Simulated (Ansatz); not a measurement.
## CsCl: single-point calculation

CsCl (8 atoms in the cell), computed with DFT, PBE, plane waves, PAW, no spin polarisation (Ansatz 0.2.0).

The structure derives from a Materials Project entry.

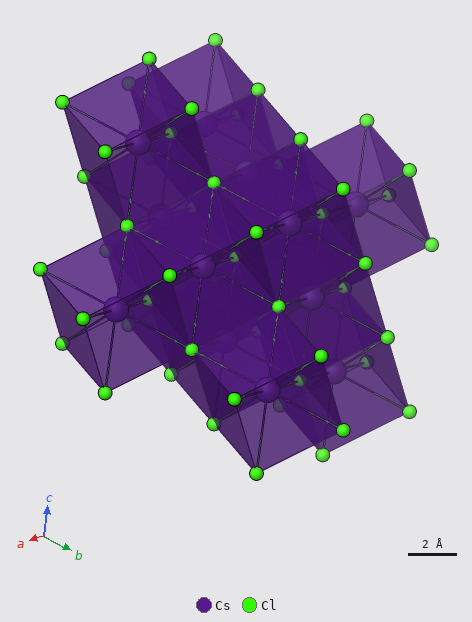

Fig. 1: The input geometry (polyhedral view of the cell of the calculation, seen slightly off an axis; polyhedra are completed across the faces of the cell).

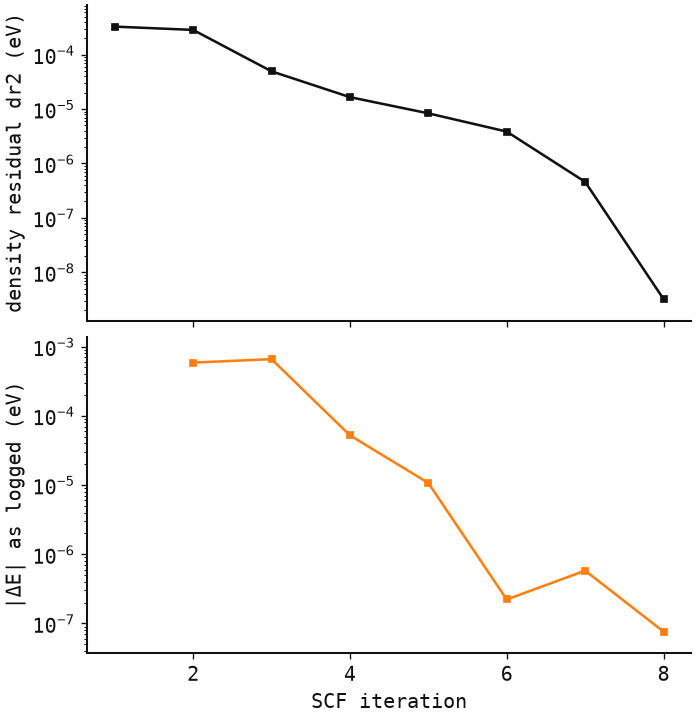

Fig. 2: Convergence of the self-consistent field: density residual dr2 and size of the energy change against the SCF iteration. The residual falls at every step.

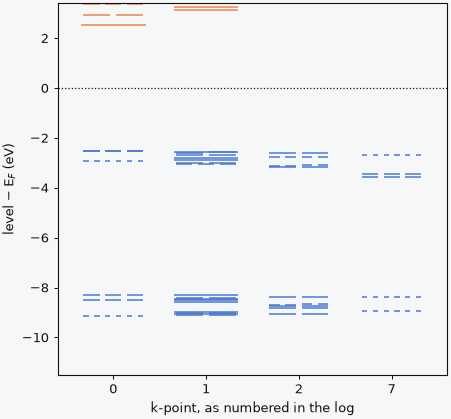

Fig. 3: Kohn–Sham levels near the Fermi level (dotted) at the few k-points that the log prints; levels within 0.02 eV of each other stand side by side. Among these points the highest filled and lowest empty levels are 5.02 eV apart, which is the gap on the mesh.

The input and output of the run follow.

Input
```yaml
crystal:
  lattice:
    - [-4.2029290256, 4.2029290256, 4.2029290256]
    - [4.2029290256, -4.2029290256, 4.2029290256]
    - [4.2029290256, 4.2029290256, -4.2029290256]
  atoms:
    - { symbol: Cs, position: [0.0, 0.0, 0.0] }
    - { symbol: Cs, position: [0.5, 0.5, 0.0] }
    - { symbol: Cs, position: [0.5, 0.0, 0.5] }
    - { symbol: Cs, position: [0.0, 0.5, 0.5] }
    - { symbol: Cl, position: [0.5, 0.5, 0.5] }
    - { symbol: Cl, position: [0.0, 0.0, 0.5] }
    - { symbol: Cl, position: [0.0, 0.5, 0.0] }
    - { symbol: Cl, position: [0.5, 0.0, 0.0] }
basis:
  ecutwfc: 420
kpoints:
  mp_grid: { grid: [4, 4, 4] }
hamiltonian:
  xc: pbe
scf:
  occupations: { method: gaussian, width: 0.02 }
  mixing: { algorithm: msr1, beta: 0.1 }
output:
  forces: true
  eigenvalues: true
  stress: true
```

Launch command:
```bash
ansatz run input.yaml --threads 1 --pin off --max-ram 2560MiB --backend cpu --events-out ev --progress --plain --runs-dir out
```

Output
```
Engine: ansatz 0.2.0, x86_64-unknown-linux-gnu
Pseudopotentials: kind: paw
Pseudopotential: Cs, paw, valence charge 9, recommended cutoff 420 eV (normal), Cs.paw.azcp
Pseudopotential: Cl, paw, valence charge 7, recommended cutoff 420 eV (normal), Cl.paw.azcp
Functional definition: PBE
  parameter kappa = 0.804
  parameter beta = 0.06672455060314922
  exchange = pbe_x(kappa = kappa, mu = beta*pi^2/3)
  correlation = pbe_c(beta = beta)
Crystal: 8 atoms, lattice volume = 296.972 Å³
Basis set: ecut = 420 eV, 5775 PW (Γ), exchange–correlation on 100×100×100 points (8 copies of the dense FFT grid, shifted against one another)
Bands: 40, of which v1, the nominal top of the filled ones, is band 32 counted from 1 (31 counted from 0)
Symmetry: 192 space group operations
Space group: Pm-3m (ITA 221), of the structure as read, at distance tolerance 6.7e-5 Å
k-points: 8 of 64
Non-local potential: Cs, projectors of the file, l = 0: 3, l = 1: 2, l = 2: 2, l = 3: 2
Non-local potential: Cl, projectors of the file, l = 0: 2, l = 1: 2, l = 2: 2
PAW form: soft (Blöchl's): semilocal exchange-correlation on the pseudo side does not see the compensation charge
PAW one-centre angular grid: Cs, 194 points (default); XC on 64 Gauss nodes
PAW one-centre angular grid: Cl, 110 points (default); XC on 64 Gauss nodes
Initial density: superposition of atomic densities (neutral atoms: chi_scale 0, normalization atom), corrected by the library's trained network
Initial wavefunctions: pseudopotential atomic-orbital guess
Functional: x = pbe(κ = 0.804, μ = 0.2195149727645171), c = pbe(β = 0.06672455060314922)
SCF iter   1: F=—  HF=-27016.534712 eV  |F-HF|=—  |Δ(HF+E_count)|=         —  Δρ=2.94e-4  dr2=3.29e-4  ethr=1.77e-3  ⟨swp⟩=13.6  Hψ=1771  notcnv=0
preconditioner: auto → Resta (q_TF=auto, 2.113 Å⁻¹)  ε∞=3.1  [insulator: Δε(μ)=5.023 eV  Ē_g=11.251 eV  σ=0.020 eV  W_gap=1.00  n_scr=42 (ndim 8)  ℏωp=16.1 eV  f_vac=0.000  D(μ)=0.00/eV (n_scr^D=0)  ε∞_Penn≈3.1]
SCF iter   2: F=—  HF=-27016.535297 eV  |F-HF|=—  |Δ(HF+E_count)|=   5.86e-4  Δρ=2.70e-4  dr2=2.86e-4  ethr=5.13e-7  ⟨swp⟩=3.1  Hψ=870  notcnv=0  defer=9
SCF iter   3: F=—  HF=-27016.535956 eV  |F-HF|=—  |Δ(HF+E_count)|=   6.58e-4  Δρ=1.16e-4  dr2=4.95e-5  ethr=4.47e-7  ⟨swp⟩=2.0  Hψ=566  notcnv=0  defer=9
SCF iter   4: F=—  HF=-27016.536008 eV  |F-HF|=—  |Δ(HF+E_count)|=   5.22e-5  Δρ=6.63e-5  dr2=1.66e-5  ethr=7.73e-8  ⟨swp⟩=2.0  Hψ=551  notcnv=0  defer=9
SCF iter   5: F=—  HF=-27016.536018 eV  |F-HF|=—  |Δ(HF+E_count)|=   1.07e-5  Δρ=4.86e-5  dr2=8.36e-6  ethr=2.59e-8  ⟨swp⟩=2.0  Hψ=467  notcnv=0  defer=9
SCF iter   6: F=—  HF=-27016.536018 eV  |F-HF|=—  |Δ(HF+E_count)|=   2.22e-7  Δρ=3.17e-5  dr2=3.86e-6  ethr=1.31e-8  ⟨swp⟩=1.0  Hψ=299  notcnv=0  defer=9
SCF iter   7: F=—  HF=-27016.536018 eV  |F-HF|=—  |Δ(HF+E_count)|=   5.79e-7  Δρ=1.11e-5  dr2=4.59e-7  ethr=6.03e-9  ⟨swp⟩=2.2  Hψ=402  notcnv=0  defer=9
SCF iter   8: F=-27016.536018 eV  HF=-27016.536018 eV  |F-HF|=8.73e-10  |Δ(HF+E_count)|=   7.63e-8  Δρ=9.74e-7  dr2=3.21e-9  ethr=1.56e-10  ⟨swp⟩=9.0  Hψ=1620  notcnv=0
SCF 1 converged in 8 iterations: F = -27016.536018 eV  dr2 = 3.21e-9
  greatest PAW one-centre occupation: 0.925 electrons in one spin orbital (limit 2), on the Cs atom at site 3 (counted from 0), in its partial waves of l = 0
SCF converged after 8 iterations
Free energy (F): -27016.536018 eV
Harris-Foulkes:  -27016.536018 eV  (|F-HF|=8.73e-10)
Internal energy: -27016.536018 eV  (E = F + TS)
E sigma→0 (E₀):  -27016.536018 eV
Fermi energy:    5.047067 eV
--- Per-component energies (eV) ---
  E_band       = -247.908753
  E_kinetic    = 1215.987367
  E_local      = -1797.531460  (includes V_loc(G=0)·N_el)
  E_nonlocal   = 234.028419
  E_hartree    = 584.448041
  E_xc         = -1129.709466
  E_vxc        = -998.960298  (∫ρ·V_xc dr)
  E_paw        = -22903.963324  (= ΣΔE_a)
  E_vpaw       = -70.328303  (= ΣTr[D̂ρ^β])
  E_aug_tail   = 0.000351  (compensation charges beyond the density's cutoff)
  E_ewald      = -3219.795946
  E_smearing   = -0.000000  (= −TS)
  E_closure    = -0.000000  (closes the sum)
  Σ components = -27016.536018   (vs F -27016.536018, Δ=0.00e0)
--- Forces (eV/Å), atoms counted from 1 ---
  atom   1  Cs     0.00000000    -0.00000000     0.00000000
  atom   2  Cs     0.00000000    -0.00000000     0.00000000
  atom   3  Cs     0.00000000    -0.00000000    -0.00000000
  atom   4  Cs     0.00000000     0.00000000     0.00000000
  atom   5  Cl     0.00000000    -0.00000000    -0.00000000
  atom   6  Cl     0.00000000    -0.00000000     0.00000000
  atom   7  Cl     0.00000000    -0.00000000    -0.00000000
  atom   8  Cl     0.00000000    -0.00000000    -0.00000000
  max |Σ_I F_I| component: 1.97e-29 eV/Å
--- Stress (GPa, compression-positive) ---
        0.032902       0.000000       0.000000
        0.000000       0.032902      -0.000000
       -0.000000       0.000000       0.032902
  P = ⅓ Tr σ = 0.0329 GPa (0.329 kbar)
--- Band table (eV; the first three rows and the last of 8) ---
  k-point 0: bands = ["-16.9083", "-16.7882", "-16.7882", "-16.7882", "-9.5630", "-9.4827", "-9.4827", "-9.4827", "-4.0931", "-4.0931", "-4.0931", "-4.0931", "-4.0931", "-4.0931", "-3.4364", "-3.4364", "-3.4364", "-3.2490", "-3.2490", "-3.2490", "2.1266", "2.1266", "2.1266", "2.1266", "2.1266", "2.1266", "2.5072", "2.5072", "2.5072", "2.5386", "2.5386", "2.5386", "7.5554", "7.9829", "7.9829", "8.4333", "8.4333", "8.4333", "8.5160", "8.5160"]
  k-point 1: bands = ["-16.8900", "-16.8050", "-16.7888", "-16.7888", "-9.5669", "-9.5117", "-9.4884", "-9.4884", "-4.0464", "-4.0464", "-4.0049", "-3.9682", "-3.9682", "-3.9360", "-3.5414", "-3.4672", "-3.4047", "-3.3668", "-3.3668", "-3.2718", "1.9914", "1.9914", "1.9945", "2.0585", "2.0585", "2.1724", "2.2467", "2.3720", "2.3720", "2.4572", "2.4688", "2.4940", "8.1679", "8.3081", "8.5275", "8.6227", "8.9468", "8.9555", "8.9555", "8.9927"]
  k-point 2: bands = ["-16.8466", "-16.8466", "-16.7893", "-16.7893", "-9.5555", "-9.5555", "-9.4941", "-9.4941", "-3.9984", "-3.9984", "-3.7814", "-3.7814", "-3.7025", "-3.7025", "-3.6371", "-3.6371", "-3.6256", "-3.6256", "-3.3337", "-3.3337", "1.8649", "1.8649", "1.9256", "1.9256", "1.9444", "1.9444", "2.2953", "2.2953", "2.2982", "2.2982", "2.4408", "2.4408", "8.7269", "8.7269", "9.2587", "9.2587", "9.5503", "9.5503", "9.9736", "9.9736"]
  k-point 7: bands = ["-16.8441", "-16.8441", "-16.8441", "-16.7354", "-9.5897", "-9.5897", "-9.5897", "-9.4165", "-3.9138", "-3.9138", "-3.9138", "-3.9014", "-3.9014", "-3.9014", "-3.3223", "-3.3223", "-3.3223", "-3.3223", "-3.3223", "-3.3223", "1.4891", "1.4891", "1.4891", "1.5838", "1.5838", "1.5838", "2.3542", "2.3542", "2.3542", "2.3542", "2.3542", "2.3542", "8.9280", "8.9280", "8.9280", "9.8772", "9.8772", "9.8772", "10.7931", "10.7931"]
```

Key numbers

| quantity | value |
| --- | --- |
| outcome | converged |
| space group (tolerance 0.01 Å) | Pm-3m (221) |
| electrons treated | 64 |
| free energy | −27016.5360 eV |
| Fermi energy | 5.047 eV |
| gap on the k-point mesh | 5.02 eV |
| pressure | 0.03 GPa |
| largest force (length of the vector) | under 0.001 eV/Å |
| hardware | 1 thread of Intel Xeon (Granite Rapids), 64 GiB of memory available, shared host |
| wall time | 4.9 s |
| peak memory | 0.56 GiB |

Settings chosen away from the usual ones: scf.mixing.algorithm set to msr1; scf.mixing.beta set to 0.1.
